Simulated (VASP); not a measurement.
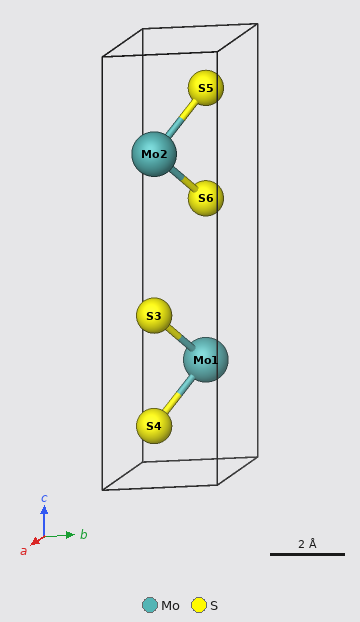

Figure 1. The structure as given in the input (ball-and-stick view of the cell of the calculation, seen slightly off an axis; atoms are numbered from 1 in the order of the input). An atom can appear more than once, as a periodic image. Near neighbours in the periodic cell (some may lie outside the picture): Mo has 6 S at 2.40 Å; S has 3 Mo at 2.40 Å.

Band-structure calculation of MoS2

The run: band-structure calculation of MoS2 (6 atoms in the cell). Method and program: DFT, PBE, plane waves, PAW (VASP 6.6.1).

The structure was built on a prototype by a generator. The geometry comes from this level: r2scan-rvv10 (a point of a series of strains). It belongs to a series of runs on one base structure; here: uniaxial_z strain -2.0%.

OSZICAR
```
N       E                     dE             d eps       ncg     rms          rms(c)
DAV:   1     0.445022545931E+03    0.44502E+03   -0.29493E+04  2948   0.141E+03
DAV:   2    -0.230207503670E+02   -0.46804E+03   -0.45106E+03  3160   0.368E+02
DAV:   3    -0.460766186335E+02   -0.23056E+02   -0.22621E+02  3225   0.749E+01
DAV:   4    -0.465292121850E+02   -0.45259E+00   -0.45157E+00  3191   0.106E+01
DAV:   5    -0.465374957988E+02   -0.82836E-02   -0.82828E-02  3099   0.145E+00    0.343E+01
DAV:   6    -0.443625043445E+02    0.21750E+01   -0.12504E+01  2897   0.225E+01    0.128E+01
DAV:   7    -0.439507674541E+02    0.41174E+00   -0.55428E+00  2829   0.146E+01    0.818E+00
DAV:   8    -0.435913381976E+02    0.35943E+00   -0.84592E-01  2847   0.620E+00    0.294E+00
DAV:   9    -0.436014189795E+02   -0.10081E-01   -0.99750E-02  3068   0.157E+00    0.129E+00
DAV:  10    -0.435934703562E+02    0.79486E-02   -0.33205E-02  2901   0.122E+00    0.408E-01
DAV:  11    -0.435935754180E+02   -0.10506E-03   -0.18603E-03  2962   0.232E-01    0.234E-01
DAV:  12    -0.435933859814E+02    0.18944E-03   -0.49194E-04  2956   0.130E-01    0.115E-01
DAV:  13    -0.435933869016E+02   -0.92018E-06   -0.16428E-04  3026   0.643E-02    0.897E-03
DAV:  14    -0.435933902786E+02   -0.33770E-05   -0.11249E-05  3021   0.154E-02    0.187E-02
DAV:  15    -0.435933909187E+02   -0.64007E-06   -0.75684E-07  2682   0.392E-03    0.119E-02
DAV:  16    -0.435933909632E+02   -0.44550E-07   -0.71199E-07  2779   0.511E-03
   1 F= -.43593391E+02 E0= -.43593391E+02  d E =-.106077E-10
       N       E                     dE             ncg
DAV:   1     0.163128367483E+04   -0.98213E+04      538
DAV:   2    -0.166919191626E+04   -0.33005E+04      570
DAV:   3    -0.183098063718E+04   -0.16179E+03      601
DAV:   4    -0.183478389831E+04   -0.38033E+01      572
DAV:   5    -0.183486094948E+04   -0.77051E-01      581
DAV:   6    -0.183486290734E+04   -0.19579E-02      596
DAV:   7    -0.183486298338E+04   -0.76041E-04      603
DAV:   8    -0.183486298658E+04   -0.31982E-05      580
DAV:   9    -0.183486298671E+04   -0.13052E-06      424
DAV:  10    -0.183486298672E+04   -0.86634E-08      315
```

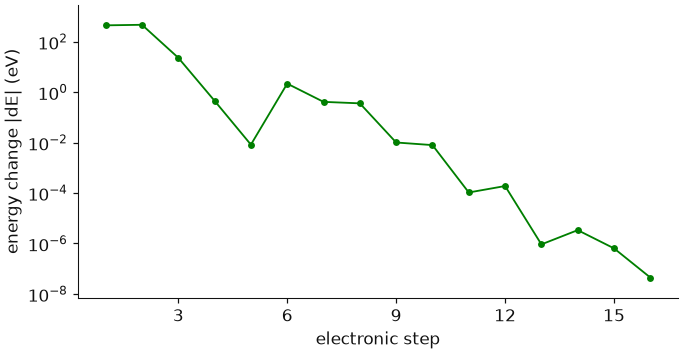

Figure 2. Convergence of the self-consistent field: energy change |dE| against the electronic step. It takes 16 electronic steps. The density is held fixed in the first few steps, and dE rises again when its update begins.

Parts of OUTCAR
```
k-points           NKPTS =     38   k-points in BZ     NKDIM =     38   number of bands    NBANDS=     35

   NELECT =      52.0000    total number of electrons

   dimension x,y,z NGX =    24 NGY =   24 NGZ =   96
   dimension x,y,z NGXF=    48 NGYF=   48 NGZF=  192

  energy-cutoff  :      520.00
  volume of cell :      106.26
      direct lattice vectors                 reciprocal lattice vectors
     3.173019929  0.000000000  0.000000000     0.315157176  0.181956080  0.000000000
    -1.586509965  2.747915865  0.000000000    -0.000000000  0.363912161  0.000000000
     0.000000000  0.000000000 12.187178040     0.000000000  0.000000000  0.082053450

 k-points in reciprocal lattice and weights: KPOINTS created by Atomic Simulation Env
   0.00000000  0.00000000  0.00000000       0.003
   0.08333333  0.00000000  0.00000000       0.021
   0.16666667  0.00000000  0.00000000       0.021
   0.25000000  0.00000000  0.00000000       0.021
   0.33333333 -0.00000000  0.00000000       0.021
   0.41666667  0.00000000  0.00000000       0.021
   0.50000000  0.00000000  0.00000000       0.010
   0.08333333  0.08333333  0.00000000       0.021
   0.16666667  0.08333333  0.00000000       0.042
   0.25000000  0.08333333  0.00000000       0.042
   0.33333333  0.08333333  0.00000000       0.042
   0.41666667  0.08333333  0.00000000       0.042
   0.16666667  0.16666667  0.00000000       0.021
   0.25000000  0.16666667  0.00000000       0.042
   0.33333333  0.16666667  0.00000000       0.042
   0.41666667  0.16666667  0.00000000       0.021
   0.25000000  0.25000000  0.00000000       0.021
   0.33333333  0.25000000  0.00000000       0.042
   0.33333333  0.33333333  0.00000000       0.007
   0.00000000  0.00000000  0.50000000       0.003
   0.08333333  0.00000000  0.50000000       0.021
   0.16666667  0.00000000  0.50000000       0.021
   0.25000000  0.00000000  0.50000000       0.021
   0.33333333 -0.00000000  0.50000000       0.021
   0.41666667  0.00000000  0.50000000       0.021
   0.50000000  0.00000000  0.50000000       0.010
   0.08333333  0.08333333  0.50000000       0.021
   0.16666667  0.08333333  0.50000000       0.042
   0.25000000  0.08333333  0.50000000       0.042
   0.33333333  0.08333333  0.50000000       0.042
   0.41666667  0.08333333  0.50000000       0.042
   0.16666667  0.16666667  0.50000000       0.021
   0.25000000  0.16666667  0.50000000       0.042
   0.33333333  0.16666667  0.50000000       0.042
   0.41666667  0.16666667  0.50000000       0.021
   0.25000000  0.25000000  0.50000000       0.021
   0.33333333  0.25000000  0.50000000       0.042
   0.33333333  0.33333333  0.50000000       0.007

 E-fermi :   8.0736

 k-point     1 :       0.0000    0.0000    0.0000
  band No.  band energies     occupation
      1     -53.9075      2.00000
      2     -53.9075      2.00000
      3     -28.0569      2.00000
      4     -28.0568      2.00000
      5     -27.8454      2.00000
      6     -27.8454      2.00000
      7     -27.8454      2.00000
      8     -27.8454      2.00000
      9      -7.3791      2.00000
     10      -7.0842      2.00000
     11      -6.1448      2.00000
     12      -5.6579      2.00000
     13       0.6797      2.00000
     14       1.7751      2.00000
     15       4.1240      2.00000
     16       4.2655      2.00000
     17       4.2655      2.00000
     18       4.2805      2.00000
     19       4.2805      2.00000
     20       5.3708      2.00000
     21       5.3708      2.00000
     22       5.4234      2.00000
     23       5.4234      2.00000
     24       6.5056      2.00000
     25       6.5230      2.00000
     26       7.6769      2.00000
     27       9.6973      0.00000
     28       9.6973      0.00000
     29       9.7263      0.00000
     30       9.7263      0.00000
     31       9.8816      0.00000
     32       9.8816      0.00000
     33      10.0738      0.00000
     34      10.0738      0.00000
     35      13.1392      0.00000

 k-point     2 :       0.0833    0.0000    0.0000
  band No.  band energies     occupation
      1     -53.9049      2.00000
      2     -53.9049      2.00000
      3     -28.0517      2.00000
      4     -28.0516      2.00000
      5     -27.8720      2.00000
      6     -27.8720      2.00000
      7     -27.8515      2.00000
      8     -27.8515      2.00000
      9      -7.2742      2.00000
     10      -6.9810      2.00000
     11      -6.0954      2.00000
     12      -5.6228      2.00000
     13       0.7993      2.00000
     14       1.8909      2.00000
     15       3.9009      2.00000
     16       4.0313      2.00000
     17       4.0557      2.00000
     18       4.3710      2.00000
     19       4.3920      2.00000
     20       5.0081      2.00000
     21       5.2028      2.00000
     22       5.2607      2.00000
     23       5.5225      2.00000
     24       6.5121      2.00000
     25       6.6334      2.00000
     26       7.4532      2.00000
     27       9.5862      0.00000
     28       9.6317      0.00000
     29       9.7262      0.00000
     30       9.7518      0.00000
     31       9.8225      0.00000
     32       9.8612      0.00000
     33       9.9292      0.00000
     34       9.9677      0.00000
     35      13.6507      0.00000

 k-point     3 :       0.1667    0.0000    0.0000
  band No.  band energies     occupation
      1     -53.8977      2.00000
      2     -53.8977      2.00000
      3     -28.0375      2.00000
      4     -28.0374      2.00000
      5     -27.9439      2.00000
      6     -27.9439      2.00000
      7     -27.8679      2.00000
      8     -27.8679      2.00000
      9      -6.9745      2.00000
     10      -6.6887      2.00000
     11      -5.9541      2.00000
     12      -5.5239      2.00000
     13       1.1106      2.00000
     14       2.1638      2.00000
     15       3.4395      2.00000
     16       3.4836      2.00000
     17       3.5587      2.00000
     18       4.3127      2.00000
     19       4.6645      2.00000
     20       4.7033      2.00000
     21       4.8084      2.00000
     22       4.8766      2.00000
     23       5.5408      2.00000
     24       6.4540      2.00000
     25       6.4854      2.00000
     26       6.8530      2.00000
     27       9.1365      0.00000
     28       9.4639      0.00000
     29       9.4770      0.00000
     30       9.7078      0.00000
     31       9.7260      0.00000
     32       9.7966      0.00000
     33      10.2413      0.00000
     34      10.3895      0.00000
     35      14.6663      0.00000

 k-point     4 :       0.2500    0.0000    0.0000
  band No.  band energies     occupation
      1     -53.8880      2.00000
      2     -53.8879      2.00000
      3     -28.0408      2.00000
      4     -28.0408      2.00000
      5     -28.0180      2.00000
      6     -28.0179      2.00000
      7     -27.8902      2.00000
      8     -27.8902      2.00000
      9      -6.5270      2.00000
     10      -6.2602      2.00000
     11      -5.7435      2.00000
     12      -5.3818      2.00000
     13       1.4205      2.00000
     14       2.2180      2.00000
     15       2.9231      2.00000
     16       2.9346      2.00000
     17       3.2709      2.00000
     18       3.5559      2.00000
     19       4.3680      2.00000
     20       4.4453      2.00000
     21       5.0715      2.00000
     22       5.1444      2.00000
     23       5.3114      2.00000
     24       6.0349      2.00000
     25       6.1254      2.00000
     26       6.2559      2.00000
     27       8.8559      0.00000
     28       9.1988      0.00000
     29       9.4311      0.00000
     30       9.6972      0.00000
     31       9.7156      0.00000
     32      10.3322      0.00000
     33      10.6225      0.00000
     34      10.8769      0.00000
     35      15.0701      0.00000

 k-point     5 :       0.3333   -0.0000    0.0000
  band No.  band energies     occupation
      1     -53.8781      2.00000
      2     -53.8781      2.00000
      3     -28.1363      2.00000
      4     -28.1363      2.00000
      5     -27.9984      2.00000
      6     -27.9984      2.00000
      7     -27.9124      2.00000
      8     -27.9124      2.00000
      9      -6.0160      2.00000
     10      -5.7888      2.00000
     11      -5.5043      2.00000
     12      -5.2333      2.00000
     13       1.3742      2.00000
     14       1.8087      2.00000
     15       2.4306      2.00000
     16       2.6547      2.00000
     17       2.8587      2.00000
     18       3.3259      2.00000
     19       3.9982      2.00000
     20       4.0820      2.00000
     21       5.0426      2.00000
     22       5.4680      2.00000
     23       5.5956      2.00000
     24       5.5964      2.00000
     25       5.8002      2.00000
     26       6.0757      2.00000
     27       9.0246      0.00000
     28       9.0857      0.00000
     29       9.2583      0.00000
     30       9.7556      0.00000
     31      10.0895      0.00000
     32      10.8841      0.00000
     33      10.9230      0.00000
     34      11.2468      0.00000
     35      14.2697      0.00000

 [... the levels of 32 k-points are left out ...]

 k-point    38 :       0.3333    0.3333    0.5000
  band No.  band energies     occupation
      1     -53.8634      2.00000
      2     -53.8634      2.00000
      3     -28.1361      2.00000
      4     -28.1361      2.00000
      5     -28.0909      2.00000
      6     -28.0909      2.00000
      7     -27.9690      2.00000
      8     -27.9690      2.00000
      9      -5.0574      2.00000
     10      -5.0574      2.00000
     11      -4.9898      2.00000
     12      -4.9898      2.00000
     13       1.4442      2.00000
     14       1.4442      2.00000
     15       2.2446      2.00000
     16       2.2446      2.00000
     17       2.8165      2.00000
     18       2.8165      2.00000
     19       3.1186      2.00000
     20       3.1186      2.00000
     21       4.1989      2.00000
     22       4.1989      2.00000
     23       4.7435      2.00000
     24       4.7435      2.00000
     25       6.8950      2.00000
     26       6.8950      2.00000
     27       8.6144      0.00000
     28       8.6144      0.00000
     29       9.9573      0.00000
     30       9.9573      0.00000
     31      10.5140      0.00000
     32      10.5140      0.00000
     33      11.7997      0.00000
     34      11.7997      0.00000
     35      14.2873      0.00000

  Total        1.3957777      1.3957777      2.8605158     -0.0000000      0.0000000      0.0000000
  in kB       21.0449281     21.0449281     43.1296114     -0.0000000      0.0000000      0.0000000
  external PRESSURE =      28.4064892 kB  Pullay stress =       0.0000000 kB

 POSITION                                       TOTAL-FORCE (eV/Angst)
 -----------------------------------------------------------------------------------
     -0.00000      1.83194      3.04679        -0.000000     -0.000000      0.000000
      1.58651      0.91597      9.14038        -0.000000      0.000000      0.000000
      1.58651      0.91597      4.59970         0.000000     -0.000000      0.108496
      1.58651      0.91597      1.49388         0.000000     -0.000000     -0.108496
     -0.00000      1.83194     10.69329        -0.000000     -0.000000      0.108496
     -0.00000      1.83194      7.58747        -0.000000      0.000000     -0.108496
 -----------------------------------------------------------------------------------
    total drift:                                0.000000     -0.000000     -0.000000

  FREE ENERGIE OF THE ION-ELECTRON SYSTEM (eV)
  ---------------------------------------------------
  free  energy   TOTEN  =       -43.5933909632 eV

  energy  without entropy=      -43.5933909632  energy(sigma->0) =      -43.59339096
```

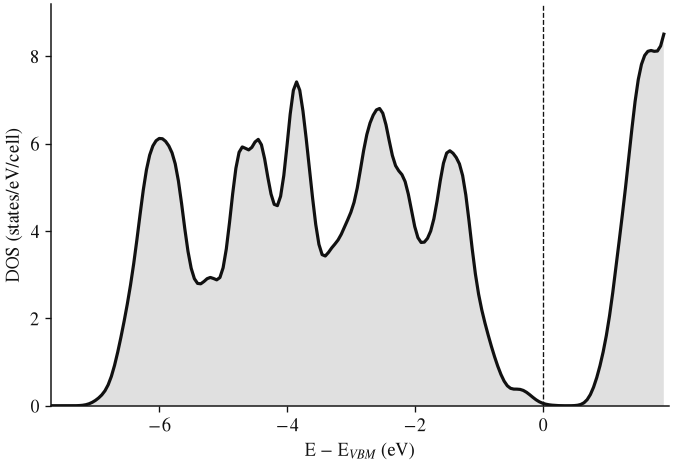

Figure 3. Density of states (the curve is built from the levels of the k mesh with Gaussians 0.3 eV wide, which also blur the band edges), with energies from the valence-band top. There is a gap of 0.83 eV on the k-point mesh. The curves stop near 1.5 eV above the Fermi level, where the computed bands end. Small ripples come from the finite k-point mesh.

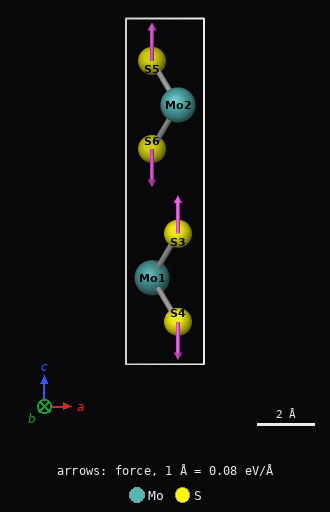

Figure 4. Forces on the atoms as pink arrows (ball-and-stick view of the cell of the calculation, along the b axis; atoms are numbered from 1 in the order of the input). The largest act on all 4 S atoms (0.11 eV/Å). The geometry is not a stationary point of this energy.

This output came from the following input.

INCAR
```
ENCUT = 520.000000
SIGMA = 0.020000
EDIFF = 1.00e-07
GGA = PE
PREC = Accurate
IBRION = -1
ISIF = 2
ISMEAR = -1
NBANDS = 35
NELM = 120
NSW = 0
LASPH = .TRUE.
LCHARG = .TRUE.
LELF = .TRUE.
LWAVE = .FALSE.
LREAL = .FALSE.
```

KPOINTS
```
KPOINTS created by Atomic Simulation Environment
0
Gamma
12 12 2
0 0 0
```

KPOINTS_OPT
```
special points
7
Reciprocal
0.0000000000 0.0000000000 0.0000000000 1
0.5000000000 0.0000000000 0.0000000000 1
0.3333333333 0.3333333333 0.0000000000 1
0.0000000000 0.0000000000 0.5000000000 1
0.5000000000 0.0000000000 0.5000000000 1
0.3333333333 0.3333333333 0.5000000000 1
0.1770830000 0.1770830000 0.0000000000 1
```

POSCAR
```
Mo S
 1.0000000000000000
     3.1730199293068684    0.0000000000288675    0.0000000000000000
    -1.5865099646784344    2.7479158654796181    0.0000000000000000
     0.0000000000000000    0.0000000000000000   12.1871780399999992
 Mo  S
   2   4
Cartesian
 -0.0000000000166666  1.8319439103293675  3.0467945099999993
  1.5865099646451011  0.9159719551791173  9.1403835299999976
  1.5865099646451011  0.9159719551791173  4.5997044122084372
  1.5865099646451011  0.9159719551791173  1.4938846077915622
 -0.0000000000166666  1.8319439103293675 10.6932934322084368
 -0.0000000000166666  1.8319439103293675  7.5874736277915611
```

Launched with:
```bash
mpirun -np 1 vasp_std
```

Results in brief

```tsv
quantity	value
outcome	converged
space group (tolerance 0.01 Å)	P6₃/mmc (194)
electrons treated	52
free energy	−43.5934 eV
Fermi energy	8.074 eV
band gap	0.83 eV
pressure	2.84 GPa
largest force (length of the vector)	0.108 eV/Å
hardware	1 CPU thread, shared host
wall time	2.1 min
peak memory	0.33 GiB
```
